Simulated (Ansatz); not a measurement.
## SiC: one change and its effect

System: SiC (F-43m, 2 atoms in the cell).
Method of run A: DFT, PBEsol, plane waves, PAW, no spin polarisation (Ansatz 0.2.0).

The structure derives from an entry of the Crystallography Open Database. The geometry comes from this level: PBE. Text and figures count atoms from 1; the logs count them from 0 in places.

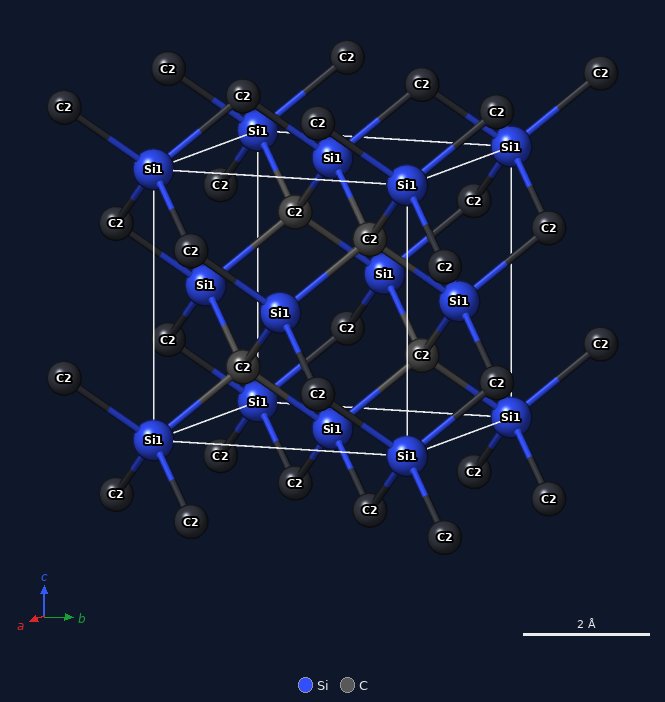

**Figure 1.** The starting structure (ball-and-stick view of the cell 4 times as large as that of the calculation, set on its symmetry axes, seen slightly off an axis; neighbours outside the cell are drawn fainter; atoms are numbered from 1 in the order of the input). Near neighbours in the crystal (not all of them lie inside the picture): Si has 4 C at 1.90 Å; C has 4 Si at 1.90 Å.

### Input file, run A
```yaml
crystal:
  lattice:
    - [0.0, 2.189867589, 2.189867589]
    - [2.189867589, 0.0, 2.189867589]
    - [2.189867589, 2.189867589, 0.0]
  atoms:
    - { symbol: Si, position: [0.0, 0.0, 0.0] }
    - { symbol: C, position: [0.25, 0.25, 0.25] }
kpoints:
  mp_grid: { grid: [10, 10, 10] }
hamiltonian:
  xc: pbesol
scf:
  occupations: { method: fermi_dirac, width: 0.02 }
relax:
  f_tol: 0.005
  cell: {}
```

Command:
```bash
ansatz run input.yaml --threads 1 --pin off --max-ram 2304MiB --backend cpu --events-out ev --progress --plain --runs-dir out
```

Hardware: 1 thread of Arm Neoverse V2, 24 GiB of memory available, shared host.

### Output, shortened to warnings, some set-up lines, iterations and results (run A)
```
Basis set: ecut = 420 eV, 411 PW (Γ), exchange–correlation on 48×48×48 points (8 copies of the dense FFT grid, shifted against one another)
Symmetry: 24 space group operations
k-points: 47 of 1000 (time reversal used)
Initial density: superposition of atomic densities (neutral atoms: chi_scale 0, normalization atom), corrected by the library's trained network
[...]
SCF iter   1: F=—  HF=-868.707678 eV  |F-HF|=—  |Δ(HF+E_count)|=         —  Δρ=8.34e-3  dr2=1.78e-2  ethr=1.77e-3  ⟨swp⟩=6.0  Hψ=3165  notcnv=0
SCF iter   2: F=—  HF=-868.702865 eV  |F-HF|=—  |Δ(HF+E_count)|=   4.81e-3  Δρ=2.49e-3  dr2=1.11e-3  ethr=2.23e-4  ⟨swp⟩=2.6  Hψ=1014  notcnv=0
SCF iter   3: F=—  HF=-868.702558 eV  |F-HF|=—  |Δ(HF+E_count)|=   3.07e-4  Δρ=7.40e-4  dr2=7.60e-5  ethr=1.38e-5  ⟨swp⟩=2.5  Hψ=715  notcnv=0
SCF iter   4: F=—  HF=-868.702555 eV  |F-HF|=—  |Δ(HF+E_count)|=   3.35e-6  Δρ=1.02e-4  dr2=9.82e-7  ethr=9.50e-7  ⟨swp⟩=2.0  Hψ=564  notcnv=0
SCF iter   5: F=-868.702556 eV  HF=-868.702556 eV  |F-HF|=6.88e-9  |Δ(HF+E_count)|=   6.88e-7  Δρ=8.76e-6  dr2=1.37e-8  ethr=1.23e-8  ⟨swp⟩=2.2  Hψ=558  notcnv=0
[... 17 lines ...]
SCF iter   3: F=—  HF=-868.706061 eV  |F-HF|=—  |Δ(HF+E_count)|=   4.77e-8  Δρ=8.23e-6  dr2=7.49e-9  ethr=4.79e-10  ⟨swp⟩=2.1  Hψ=566  notcnv=0
SCF iter   4: F=—  HF=-868.706061 eV  |F-HF|=—  |Δ(HF+E_count)|=  9.47e-11  Δρ=7.07e-7  dr2=2.58e-11  ethr=9.36e-11  ⟨swp⟩=2.6  Hψ=552  notcnv=0
SCF iter   5: F=-868.706061 eV  HF=-868.706061 eV  |F-HF|=2.27e-13  |Δ(HF+E_count)|=  3.94e-11  Δρ=6.84e-8  dr2=7.22e-13  ethr=1.00e-12  ⟨swp⟩=5.0  Hψ=1306  notcnv=0
SCF 4 converged in 5 iterations: F = -868.706061 eV  dr2 = 7.22e-13
relax step   4: F+E_penalty+E_count = -868.70606058 eV  Δ(F+E_penalty+E_count) = +5.530e-4 eV  max|allowed force component| = 7.864e-17 eV/Å  Δτ_max = 0.0000 Å  P = -0.012 …
basis re-selected at this cell: Δ(F+E_penalty+E_count) = +5.530e-4 eV, ΔP = -0.047 GPa vs the last step (what re-selecting the basis moved, of the pressure what is left beyond the Pulay correction that the steps carried, after the strain that the cell walked since its last selection, with what the …
SCF converged after 5 iterations
Free energy (F): -868.706061 eV
Harris-Foulkes:  -868.706061 eV  (|F-HF|=2.27e-13)
Internal energy: -868.706061 eV  (E = F + TS)
E sigma→0 (E₀):  -868.706061 eV
Fermi energy:    10.050048 eV
--- Per-component energies (eV) ---
  E_band       = 28.131864
  E_kinetic    = 135.291218
  E_local      = -103.746230  (includes V_loc(G=0)·N_el)
  E_nonlocal   = 51.990177
  E_hartree    = 31.528194
  E_xc         = -104.622353
  E_vxc        = -109.151121  (∫ρ·V_xc dr)
  E_paw        = -594.344715  (= ΣΔE_a)
  E_vpaw       = -9.308576  (= ΣTr[D̂ρ^β])
  E_aug_tail   = 0.000011  (compensation charges beyond the density's cutoff)
  E_ewald      = -284.855025
  E_core_change = 0.052661  (= ΣΔE_core)
  E_smearing   = -0.000000  (= −TS)
  E_closure    = 0.000000  (closes the sum)
  Σ components = -868.706061   (vs F -868.706061, Δ=0.00e0)
--- Forces (eV/Å), atoms counted from 1 ---
  atom   1  Si     0.00000000     0.00000000    -0.00000000
  atom   2  C     -0.00000000     0.00000000     0.00000000
  max |Σ_I F_I| component: 6.48e-17 eV/Å
--- Stress (GPa, compression-positive) ---
       -0.011975      -0.000000      -0.000000
       -0.000000      -0.011975       0.000000
       -0.000000       0.000000      -0.011975
  P = ⅓ Tr σ = -0.0120 GPa (-0.120 kbar)
--- Relaxed structure (3 steps of the walk, 3 accepted, 1 SCFs on fresh bases) ---
  F+E_penalty+E_count = -868.70606058 eV   max|allowed force component| = 7.864e-17 eV/Å   (the final SCF, on the basis selected at the relaxed cell)
  cell:  # Å, volume = 20.6764 Å³
    - [-7.388289447698606e-34, 2.1784550131340787, 2.1784550131340787]
    - [2.1784550131340787, 7.388289447698606e-34, 2.1784550131340787]
    - [2.1784550131340787, 2.1784550131340787, 8.152595252632945e-34]
  atoms:
    - { symbol: Si, position: [-1.3375322196655974e-34, 8.977955995015654e-35, 3.792728348914777e-34] }
    - { symbol: C, position: [0.25, 0.25, 0.25] }
```

Run B used a changed input.

### The two runs side by side

| quantity | run A | run B |
| --- | --- | --- |
| outcome | converged | converged |
| free energy per atom (eV) | −434.3530 | −426.1003 |
| pressure (GPa) | −0.01 | 0.00 |
| volume per atom (Å³) | 10.34 | 10.14 |
| largest force (eV/Å) | 0.000 | 0.000 |
| SCF iterations | 19 | 31 |
| irreducible k-points | 47 | 47 |
| wall time (shared host) | 3 s | 5.1 s |

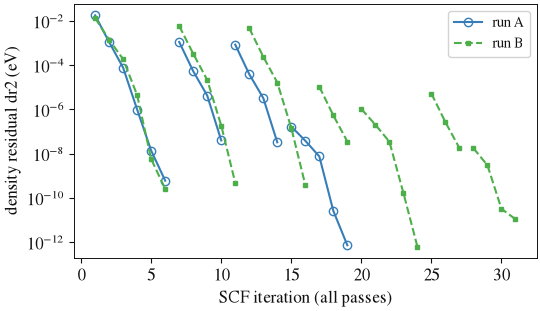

**Figure 2.** Convergence of the two runs: density residual dr2 against the SCF iteration. A break in a curve parts two SCF passes. Run A takes 19 iterations in all, and run B takes 31.

Which change of the input explains these differences?

The change (lines with − go, lines with + come):
```diff
-  xc: pbesol
+  xc: lda
```

The total energies belong to different methods, so their difference says nothing on which is more stable or more accurate. The volume per atom goes from 10.34 to 10.14 Å³. The functional changes from PBEsol to LDA. The SCF takes 31 iterations over all geometry steps against 19. On the same kind of shared host run B took about 1.7 times as long.

### Output, shortened to warnings, some set-up lines, iterations and results (run B)
```
Basis set: ecut = 420 eV, 411 PW (Γ)
Symmetry: 24 space group operations
k-points: 47 of 1000 (time reversal used)
Initial density: superposition of atomic densities (neutral atoms: chi_scale 0, normalization atom), corrected by the library's trained network
[...]
SCF iter   1: F=—  HF=-852.187260 eV  |F-HF|=—  |Δ(HF+E_count)|=         —  Δρ=7.74e-3  dr2=1.35e-2  ethr=1.77e-3  ⟨swp⟩=6.1  Hψ=3196  notcnv=0
SCF iter   2: F=—  HF=-852.183675 eV  |F-HF|=—  |Δ(HF+E_count)|=   3.58e-3  Δρ=3.61e-3  dr2=1.41e-3  ethr=1.68e-4  ⟨swp⟩=2.3  Hψ=972  notcnv=0
SCF iter   3: F=—  HF=-852.183294 eV  |F-HF|=—  |Δ(HF+E_count)|=   3.81e-4  Δρ=1.49e-3  dr2=1.85e-4  ethr=1.76e-5  ⟨swp⟩=2.4  Hψ=697  notcnv=0
SCF iter   4: F=—  HF=-852.183250 eV  |F-HF|=—  |Δ(HF+E_count)|=   4.46e-5  Δρ=2.16e-4  dr2=4.40e-6  ethr=2.31e-6  ⟨swp⟩=1.0  Hψ=376  notcnv=0
SCF iter   5: F=—  HF=-852.183250 eV  |F-HF|=—  |Δ(HF+E_count)|=   9.67e-7  Δρ=8.58e-6  dr2=5.70e-9  ethr=5.50e-8  ⟨swp⟩=1.9  Hψ=501  notcnv=0
[... 35 lines ...]
SCF iter   2: F=—  HF=-852.200550 eV  |F-HF|=—  |Δ(HF+E_count)|=   3.65e-7  Δρ=4.43e-6  dr2=2.96e-9  ethr=2.20e-10  ⟨swp⟩=2.0  Hψ=475  notcnv=0
SCF iter   3: F=—  HF=-852.200550 eV  |F-HF|=—  |Δ(HF+E_count)|=   1.12e-9  Δρ=4.36e-7  dr2=3.18e-11  ethr=3.70e-11  ⟨swp⟩=2.0  Hψ=559  notcnv=0
SCF iter   4: F=-852.200550 eV  HF=-852.200550 eV  |F-HF|=8.53e-12  |Δ(HF+E_count)|=  1.36e-12  Δρ=2.35e-7  dr2=1.09e-11  ethr=1.00e-12  ⟨swp⟩=5.3  Hψ=1336  notcnv=0
SCF 7 converged in 4 iterations: F = -852.200550 eV  dr2 = 1.09e-11
relax step   7: F+E_penalty+E_count = -852.20055009 eV  Δ(F+E_penalty+E_count) = -1.855e-9 eV  max|allowed force component| = 1.480e-16 eV/Å  Δτ_max = 0.0000 Å  P = -0.001 …
basis re-selected at this cell: Δ(F+E_penalty+E_count) = -1.855e-9 eV, ΔP = +0.000 GPa vs the last step (what re-selecting the basis moved, of the pressure what is left beyond the Pulay correction that the steps carried, after the strain that the cell walked since its last selection, with what the …
SCF converged after 4 iterations
Free energy (F): -852.200550 eV
Harris-Foulkes:  -852.200550 eV  (|F-HF|=8.53e-12)
Internal energy: -852.200550 eV  (E = F + TS)
E sigma→0 (E₀):  -852.200550 eV
Fermi energy:    10.148189 eV
--- Per-component energies (eV) ---
  E_band       = 28.654154
  E_kinetic    = 136.797489
  E_local      = -105.056630  (includes V_loc(G=0)·N_el)
  E_nonlocal   = 54.184267
  E_hartree    = 31.579028
  E_xc         = -105.073571
  E_vxc        = -109.834696  (∫ρ·V_xc dr)
  E_paw        = -578.085033  (= ΣΔE_a)
  E_vpaw       = -10.594377  (= ΣTr[D̂ρ^β])
  E_aug_tail   = 0.000016  (compensation charges beyond the density's cutoff)
  E_ewald      = -286.693281
  E_core_change = 0.147163  (= ΣΔE_core)
  E_smearing   = -0.000000  (= −TS)
  E_closure    = 0.000000  (closes the sum)
  Σ components = -852.200550   (vs F -852.200550, Δ=0.00e0)
--- Forces (eV/Å), atoms counted from 1 ---
  atom   1  Si    -0.00000000    -0.00000000    -0.00000000
  atom   2  C     -0.00000000     0.00000000     0.00000000
  max |Σ_I F_I| component: 1.11e-16 eV/Å
--- Stress (GPa, compression-positive) ---
       -0.000639       0.000000       0.000000
       -0.000000      -0.000639       0.000000
        0.000000       0.000000      -0.000639
  P = ⅓ Tr σ = -0.0006 GPa (-0.006 kbar)
--- Relaxed structure (5 steps of the walk, 5 accepted, 2 SCFs on fresh bases) ---
  F+E_penalty+E_count = -852.20055009 eV   max|allowed force component| = 1.480e-16 eV/Å   (the final SCF, on the basis selected at the relaxed cell)
  cell:  # Å, volume = 20.2813 Å³
    - [4.381498347804151e-34, 2.1644869236933637, 2.1644869236933637]
    - [2.1644869236933637, 9.698461438409157e-34, 2.1644869236933637]
    - [2.1644869236933637, 2.1644869236933637, 1.5574062290650224e-33]
  atoms:
    - { symbol: Si, position: [-3.914113978439224e-34, 3.6209562316632026e-34, 5.027197298229431e-34] }
    - { symbol: C, position: [0.25, 0.25, 0.25] }
```
